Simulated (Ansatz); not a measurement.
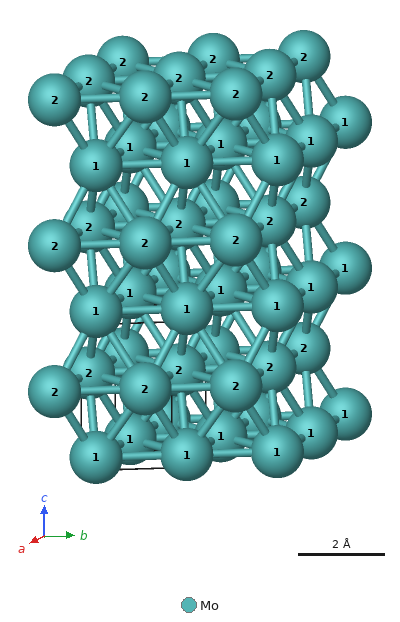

**Figure 1.** The structure (ball-and-stick view of the cell of the calculation, repeated 3 × 3 × 3, seen slightly off an axis; atoms are numbered from 1 in the order of the input). Near neighbours in the crystal (not all of them lie inside the picture): Mo has 12 Mo at 2.14 Å.

# Mo: band-structure calculation

The run: band-structure calculation of Mo (P6₃/mmc, 2 atoms in the cell). Method and program: DFT, PBE, PAW with Ansatz's default frozen-core files, scalar-relativistic, no spin polarisation (Ansatz 0.2.0).

It belongs to a series of runs on one base structure; here: volume scaled by 0.43, PAW files. Figures and captions count atoms from 1; the log counts them from 0 in places.

## Input
```yaml
crystal:
  lattice:
    - [2.13942034, 0.0, 0.0]
    - [-1.06971017, 1.8527923638, 0.0]
    - [0.0, 0.0, 3.4959112907]
  atoms:
    - { symbol: Mo, position: [0.3333333333, 0.6666666667, 0.25] }
    - { symbol: Mo, position: [0.6666666667, 0.3333333333, 0.75] }
kpoints:
  mp_grid: { grid: [15, 15, 8] }
  band_path:
    path:
      - [0.0, 0.0, 0.0]
      - [0.5, 0.0, 0.0]
      - [0.3333333333, 0.3333333333, 0.0]
      - [0.0, 0.0, 0.0]
      - [0.0, 0.0, 0.5]
      - [0.5, 0.0, 0.5]
      - [0.3333333333, 0.3333333333, 0.5]
      - [0.0, 0.0, 0.5]
      - [0.5, 0.0, 0.5]
    npoints: 8
scf:
  occupations: { method: fermi_dirac, width: 0.08 }
hamiltonian:
  xc: pbe
  pseudopotentials: { kind: paw }
output:
  forces: true
  stress: true
  eigenvalues: true
  populations: true
  dos: { projected: true, de: 0.2, e_range: [-14, 8] }
  write_density: true
  write_potential: true
  elf: true
  volumetric_format: npy
```

Command:
```bash
ansatz run input.yaml --threads 1 --pin off --max-ram 2048MiB --backend cpu --events-out ev --progress --plain --runs-dir out
```

## Log
```
Engine: ansatz 0.2.0, aarch64-unknown-linux-gnu
Pseudopotentials: kind: paw
Pseudopotential: Mo, paw, valence charge 14, recommended cutoff 420 eV (normal), Mo.paw.azcp
Functional definition: PBE
  parameter kappa = 0.804
  parameter beta = 0.06672455060314922
  exchange = pbe_x(kappa = kappa, mu = beta*pi^2/3)
  correlation = pbe_c(beta = beta)
Crystal: 2 atoms, lattice volume = 13.857 Å³
Basis set: ecut = 420 eV, 287 PW (Γ), exchange–correlation on 30×30×48 points (8 copies of the dense FFT grid, shifted against one another)
Bands: 18, of which v1, the nominal top of the filled ones, is band 14 counted from 1 (13 counted from 0)
Symmetry: 24 space group operations
Space group: P63/mmc (ITA 194), of the structure as read, at distance tolerance 2.4e-5 Å
k-points: 135 of 1800
Non-local potential: Mo, projectors of the file, l = 0: 3, l = 1: 2, l = 2: 2, l = 3: 1
PAW form: soft (Blöchl's): semilocal exchange-correlation on the pseudo side does not see the compensation charge
PAW one-centre angular grid: Mo, 590 points (default); XC on 64 Gauss nodes
Initial density: superposition of atomic densities (neutral atoms: chi_scale 0, normalization atom), corrected by the library's trained network
Initial wavefunctions: pseudopotential atomic-orbital guess
Functional: x = pbe(κ = 0.804, μ = 0.2195149727645171), c = pbe(β = 0.06672455060314922)
SCF iter   1: F=—  HF=-9888.712303 eV  |F-HF|=—  |Δ(HF+E_count)|=         —  Δρ=4.52e-1  dr2=1.51e1  ethr=1.77e-3  ⟨swp⟩=5.9  Hψ=12850  notcnv=0
preconditioner: auto → none  [metal: Δε(μ)=0.040 eV  Ē_g=26.571 eV  σ=0.080 eV  W_gap=0.12  n_scr=2 (ndim 8)  ℏωp=48.9 eV  f_vac=0.000  D(μ)=1.06/eV (n_scr^D=10)  sad-step TF]
SCF iter   2: F=—  HF=-9884.603310 eV  |F-HF|=—  |Δ(HF+E_count)|=    4.11e0  Δρ=2.66e-1  dr2=5.09e0  ethr=1.77e-3  ⟨swp⟩=3.0  Hψ=6360  notcnv=0  defer=4
SCF iter   3: F=—  HF=-9882.714550 eV  |F-HF|=—  |Δ(HF+E_count)|=    1.89e0  Δρ=1.17e-2  dr2=5.97e-3  ethr=1.77e-3  ⟨swp⟩=3.2  Hψ=6133  notcnv=0  defer=4
SCF iter   4: F=—  HF=-9882.724556 eV  |F-HF|=—  |Δ(HF+E_count)|=   1.00e-2  Δρ=2.15e-3  dr2=3.47e-4  ethr=2.13e-5  ⟨swp⟩=2.1  Hψ=5270  notcnv=0  defer=4
SCF iter   5: F=—  HF=-9882.724460 eV  |F-HF|=—  |Δ(HF+E_count)|=   9.52e-5  Δρ=1.83e-4  dr2=1.89e-6  ethr=1.24e-6  ⟨swp⟩=2.0  Hψ=4070  notcnv=0  defer=4
SCF iter   6: F=—  HF=-9882.724479 eV  |F-HF|=—  |Δ(HF+E_count)|=   1.87e-5  Δρ=3.14e-5  dr2=5.09e-8  ethr=3.57e-10  ⟨swp⟩=11.2  Hψ=20249  notcnv=0
SCF iter   7: F=-9882.724479 eV  HF=-9882.724479 eV  |F-HF|=5.28e-11  |Δ(HF+E_count)|=   1.48e-8  Δρ=4.13e-6  dr2=6.42e-10  ethr=1.82e-10  ⟨swp⟩=5.6  Hψ=14935  notcnv=0
SCF 1 converged in 7 iterations: F = -9882.724479 eV  dr2 = 6.42e-10
  greatest PAW one-centre occupation: 1.022 electrons in one spin orbital (limit 2), on the Mo atom at site 1 (counted from 0), in its partial waves of l = 1
```

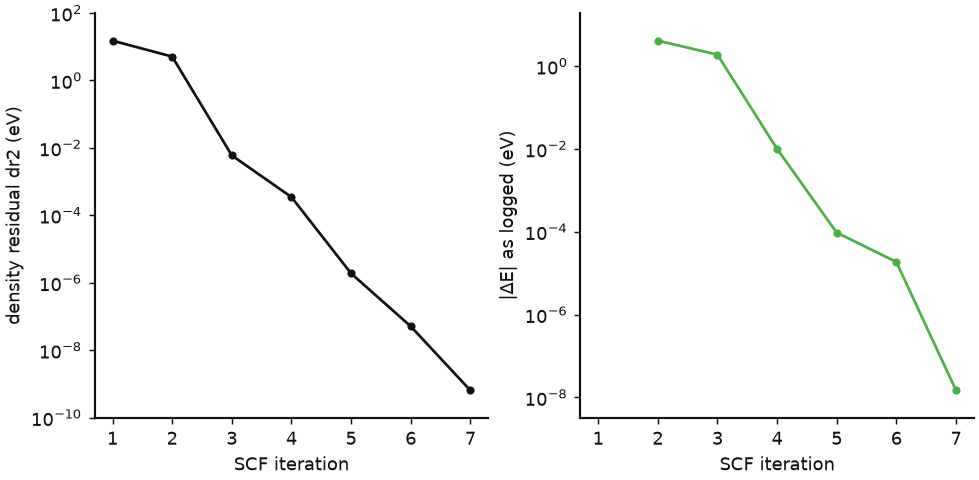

**Figure 2.** Convergence of the self-consistent field: density residual dr2 and size of the energy change against the SCF iteration. The residual falls at every step.

```
NSCF: frozen V_eff on 65 k-points
SCF converged after 7 iterations
Free energy (F): -9882.724479 eV
Harris-Foulkes:  -9882.724479 eV  (|F-HF|=5.28e-11)
Internal energy: -9882.701973 eV  (E = F + TS)
E sigma→0 (E₀):  -9882.713226 eV
Entropy (-TS):   -0.022506 eV (-11.253 meV/atom)
Fermi energy:    49.904276 eV
--- Per-component energies (eV) ---
  E_band       = 629.456692
  E_kinetic    = 1014.346200
  E_local      = -360.090500  (includes V_loc(G=0)·N_el)
  E_nonlocal   = 330.297348
  E_hartree    = 232.579463
  E_xc         = -397.230682
  E_vxc        = -499.110611  (∫ρ·V_xc dr)
  E_paw        = -6426.850828  (= ΣΔE_a)
  E_vpaw       = -321.144672  (= ΣTr[D̂ρ^β])
  E_aug_tail   = 0.000109  (compensation charges beyond the density's cutoff)
  E_ewald      = -4275.753083
  E_smearing   = -0.022506  (= −TS)
  E_closure    = -0.000000  (closes the sum)
  Σ components = -9882.724479   (vs F -9882.724479, Δ=0.00e0)
--- Forces (eV/Å), atoms counted from 1 ---
  atom   1  Mo    -0.00000000    -0.00000000     0.00000000
  atom   2  Mo     0.00000000     0.00000000     0.00000000
  max |Σ_I F_I| component: 1.85e-17 eV/Å
--- Stress (GPa, compression-positive) ---
      994.790080       0.000000       0.000000
       -0.000000     994.790080       0.000000
        0.000000       0.000000     994.829623
  P = ⅓ Tr σ = 994.8033 GPa (9948.033 kbar)
--- Band table (eV; the first three rows and the last of 135) ---
  k-point 0: bands = ["-16.2473", "-12.3122", "6.2414", "16.5859", "16.5859", "18.0631", "18.0631", "18.0969", "39.3037", "44.9441", "45.2004", "45.2004", "45.4050", "47.4452", "47.4452", "49.7605", "49.7605", "56.4683"]
  k-point 1: bands = ["-16.1324", "-12.5173", "6.6714", "16.6394", "16.6394", "17.5501", "18.0041", "18.0041", "39.4684", "44.6773", "45.0163", "45.0163", "45.9839", "47.1304", "47.1304", "50.3828", "50.3828", "56.7858"]
  k-point 2: bands = ["-15.7950", "-13.0639", "7.8796", "16.0773", "16.7928", "16.7928", "17.8374", "17.8374", "39.9535", "43.9132", "44.7460", "44.7460", "46.3998", "46.3998", "47.5738", "51.9202", "51.9202", "56.5647"]
  k-point 134: bands = ["-11.2018", "-11.2018", "8.2947", "8.2947", "10.2031", "10.2031", "16.0382", "16.0382", "40.4511", "40.4511", "42.8791", "42.8791", "49.2650", "49.2650", "49.7980", "49.7980", "57.2276", "57.2276"]
--- Löwdin populations: 2 sites ---
  site symbol       q [e]
     0     Mo     13.9260
     1     Mo     13.9260
  spilling = 0.005286 (of n_electrons = 28.000000)
```

## File dos.tsv
```
# E-E_F[eV]	g_bin_mean(E)[states/eV]	N(E)
# format = ansatz-dos/2
# fermi_ev = 49.904276
# fermi_mp_grid = 15 15 8
# fermi_mp_shift = 0 0 0
# tetrahedron_fermi_ev = 49.945268
# g_bin_mean(E): the states in a bin one row spacing wide, centred on E, divided by that spacing. States that the method places at a single energy (under output.dos.method: tetrahedron, those of a tetrahedron whose four corners have one energy) are counted whole in the row whose bin holds that energy (on the edge of two bins, in the lower row). The sum of g_bin_mean over a run of rows, times the row spacing, is the number of states from half a spacing under the first of them to half a spacing over the last (a plain sum, not the trapezoid rule).
-14.000000	3.023187e-2	1.600278e1
-13.800000	6.393705e-2	1.601212e1
-13.600000	1.106901e-1	1.602912e1
-13.400000	1.658997e-1	1.605685e1
-13.200000	2.241431e-1	1.609570e1
-13.000000	2.849772e-1	1.614630e1
-12.800000	3.682966e-1	1.621126e1
-12.600000	4.603962e-1	1.629417e1
-12.400000	5.573410e-1	1.639537e1
-12.200000	6.530700e-1	1.651852e1
-12.000000	7.170157e-1	1.665406e1
-11.800000	7.916074e-1	1.680500e1
-11.600000	8.149303e-1	1.696892e1
-11.400000	7.730833e-1	1.712800e1
-11.200000	7.321623e-1	1.727740e1
-11.000000	7.169853e-1	1.742218e1
-10.800000	7.171859e-1	1.756498e1
-10.600000	7.342431e-1	1.770987e1
-10.400000	7.714822e-1	1.785954e1
-10.200000	8.353549e-1	1.802064e1
-10.000000	8.961309e-1	1.819070e1
-9.800000	9.077552e-1	1.837558e1
-9.600000	9.600894e-1	1.855994e1
-9.400000	1.026852e0	1.875947e1
-9.200000	9.905849e-1	1.896551e1
-9.000000	9.409555e-1	1.915662e1
-8.800000	8.555142e-1	1.933851e1
-8.600000	8.106507e-1	1.950166e1
-8.400000	8.396195e-1	1.966758e1
-8.200000	7.856485e-1	1.982816e1
-8.000000	8.533821e-1	1.999168e1
-7.800000	9.495833e-1	2.016987e1
-7.600000	1.009071e0	2.036903e1
-7.400000	1.018605e0	2.057244e1
-7.200000	1.022126e0	2.077590e1
-7.000000	1.087795e0	2.098378e1
-6.800000	1.166273e0	2.121163e1
-6.600000	1.164379e0	2.144555e1
-6.400000	1.003063e0	2.166931e1
-6.200000	8.758944e-1	2.185058e1
-6.000000	1.046111e0	2.203326e1
-5.800000	1.362023e0	2.228407e1
-5.600000	1.261103e0	2.254556e1
-5.400000	1.181327e0	2.278942e1
-5.200000	1.316323e0	2.304577e1
-5.000000	1.001257e0	2.327526e1
-4.800000	9.181112e-1	2.346555e1
-4.600000	8.411610e-1	2.364140e1
-4.400000	7.871859e-1	2.380199e1
-4.200000	7.007447e-1	2.395259e1
-4.000000	6.512238e-1	2.408717e1
-3.800000	6.554702e-1	2.421644e1
-3.600000	6.884624e-1	2.434961e1
-3.400000	8.326113e-1	2.449725e1
-3.200000	1.113874e0	2.469667e1
-3.000000	1.123142e0	2.492041e1
-2.800000	1.104228e0	2.514559e1
-2.600000	9.901541e-1	2.535702e1
-2.400000	9.552290e-1	2.554802e1
-2.200000	9.894569e-1	2.574039e1
-2.000000	1.006403e0	2.594500e1
-1.800000	9.258256e-1	2.613691e1
-1.600000	8.839333e-1	2.631661e1
-1.400000	9.863397e-1	2.650053e1
-1.200000	1.032960e0	2.670505e1
-1.000000	1.015323e0	2.691126e1
-0.800000	9.822923e-1	2.711136e1
-0.600000	1.052290e0	2.730929e1
-0.400000	1.118175e0	2.753065e1
-0.200000	1.067923e0	2.775153e1
0.000000	1.012998e0	2.795864e1
0.200000	1.021590e0	2.815969e1
0.400000	1.134840e0	2.837217e1
0.600000	1.129626e0	2.860493e1
0.800000	1.126514e0	2.882802e1
1.000000	1.130613e0	2.905242e1
1.200000	1.165596e0	2.928332e1
1.400000	1.128542e0	2.951940e1
1.600000	9.212216e-1	2.972142e1
1.800000	8.411949e-1	2.989594e1
2.000000	7.953158e-1	3.005902e1
2.200000	7.726128e-1	3.021556e1
2.400000	7.501456e-1	3.036770e1
2.600000	7.413211e-1	3.051647e1
2.800000	7.553959e-1	3.066581e1
3.000000	7.585290e-1	3.081750e1
3.200000	7.560628e-1	3.096930e1
3.400000	7.337696e-1	3.111848e1
3.600000	7.101649e-1	3.126293e1
3.800000	6.997845e-1	3.140368e1
4.000000	7.050310e-1	3.154320e1
4.200000	7.083590e-1	3.168634e1
4.400000	6.953207e-1	3.182518e1
4.600000	6.976940e-1	3.196527e1
4.800000	6.737482e-1	3.210264e1
5.000000	6.738093e-1	3.223591e1
5.200000	7.156871e-1	3.237466e1
5.400000	7.611532e-1	3.252285e1
5.600000	6.818259e-1	3.266871e1
5.800000	6.640658e-1	3.280240e1
6.000000	6.809003e-1	3.293579e1
6.200000	6.843617e-1	3.307417e1
6.400000	6.581292e-1	3.320803e1
6.600000	6.421285e-1	3.333776e1
6.800000	6.465252e-1	3.346598e1
7.000000	6.698191e-1	3.359748e1
7.200000	6.732846e-1	3.373334e1
7.400000	6.642061e-1	3.386543e1
7.600000	6.853126e-1	3.400104e1
7.800000	6.668926e-1	3.413663e1
8.000000	6.622183e-1	3.426917e1
```

## File rho_z.tsv
```
# z_ang	rho[e/angstrom^3]
# format = ansatz-planar-average/11
# lattice	2.139420340	0.000000000	0.000000000
# lattice	-1.069710170	1.852792364	0.000000000
# lattice	0.000000000	0.000000000	3.495911291
# sites	2
# site	42	0.000000000	1.235194909	0.873977823
# site	42	1.069710170	0.617597455	2.621933468
0.000000	1.015797e0
0.145663	1.156389e0
0.291326	1.541012e0
0.436989	2.057875e0
0.582652	2.538318e0
0.728315	2.847459e0
0.873978	2.948988e0
1.019641	2.847459e0
1.165304	2.538318e0
1.310967	2.057875e0
1.456630	1.541012e0
1.602293	1.156389e0
1.747956	1.015797e0
1.893619	1.156389e0
2.039282	1.541012e0
2.184945	2.057875e0
2.330608	2.538318e0
2.476270	2.847459e0
2.621933	2.948988e0
2.767596	2.847459e0
2.913259	2.538318e0
3.058922	2.057875e0
3.204585	1.541012e0
3.350248	1.156389e0
```

## File v_z.tsv
```
# z_ang	v_es[eV]	v_tot[eV]
# format = ansatz-planar-average/11
# xc	pbe
# density_cutoff_ev	1680
# datasets	Mo=:simpson_from_first_knot:soft
# lattice	2.139420340	0.000000000	0.000000000
# lattice	-1.069710170	1.852792364	0.000000000
# lattice	0.000000000	0.000000000	3.495911291
# sites	2
# site	42	0.000000000	1.235194909	0.873977823
# site	42	1.069710170	0.617597455	2.621933468
0.000000	3.136129e1	1.579937e1
0.145663	2.934938e1	1.332940e1
0.291326	2.427427e1	7.152185e0
0.436989	1.809732e1	-3.139124e-1
0.582652	1.247922e1	-7.026064e0
0.728315	8.595510e0	-1.157722e1
0.873978	7.211311e0	-1.317994e1
1.019641	8.595510e0	-1.157722e1
1.165304	1.247922e1	-7.026064e0
1.310967	1.809732e1	-3.139124e-1
1.456630	2.427427e1	7.152185e0
1.602293	2.934938e1	1.332940e1
1.747956	3.136129e1	1.579937e1
1.893619	2.934938e1	1.332940e1
2.039282	2.427427e1	7.152185e0
2.184945	1.809732e1	-3.139124e-1
2.330608	1.247922e1	-7.026064e0
2.476270	8.595510e0	-1.157722e1
2.621933	7.211311e0	-1.317994e1
2.767596	8.595510e0	-1.157722e1
2.913259	1.247922e1	-7.026064e0
3.058922	1.809732e1	-3.139124e-1
3.204585	2.427427e1	7.152185e0
3.350248	2.934938e1	1.332940e1
```

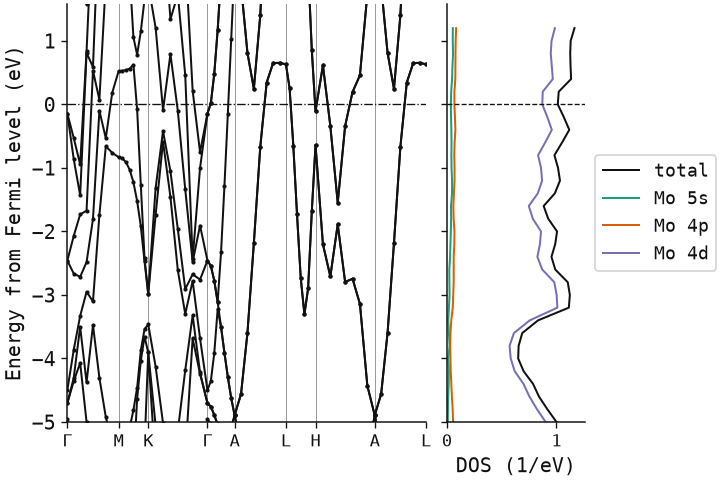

**Figure 3.** Band structure along Γ–M–K–Γ–A–L–H–A–L and density of states (projected on Löwdin-orthogonalised atomic shells), with energies from the Fermi level. Bands cross the Fermi level: a metal at this level of theory.

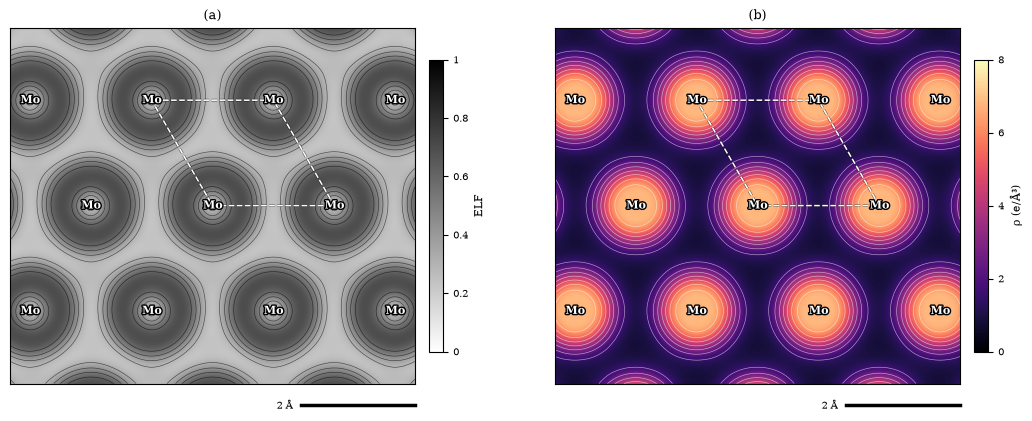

**Figure 4.** (a) electron localisation function; (b) valence pseudo-density on the (001) plane of the conventional cell. The plane passes through Mo nuclei. Mo–Mo (2.14 Å): the density is about 1.1 e/Å³ at the midpoint; the ELF is about 0.25 at the midpoint; no shared electron pair. Away from the nuclei the density in this plane falls to 0.84 e/Å³ at its lowest. The strong features right at Mo lie inside the PAW spheres (semicore, d or f shells) and say nothing about bonding. The fields are those of the smooth PAW valence density.

## Key numbers

```json
{"quantity": "outcome", "value": "converged"}
{"quantity": "space group (tolerance 0.01 Å)", "value": "P6₃/mmc (194)"}
{"quantity": "electrons treated", "value": "28"}
{"quantity": "free energy", "value": "−9882.7245 eV"}
{"quantity": "Fermi energy", "value": "49.904 eV"}
{"quantity": "pressure", "value": "994.80 GPa"}
{"quantity": "electronic character", "value": "metal"}
{"quantity": "largest force (length of the vector)", "value": "under 0.001 eV/Å"}
{"quantity": "hardware", "value": "1 thread of Arm Neoverse V1, 24 GiB of memory available, shared host"}
{"quantity": "wall time", "value": "4.1 s"}
{"quantity": "peak memory", "value": "0.29 GiB"}
```

The cell is under a pressure of 995 GPa at this level, so it is not at its equilibrium volume.
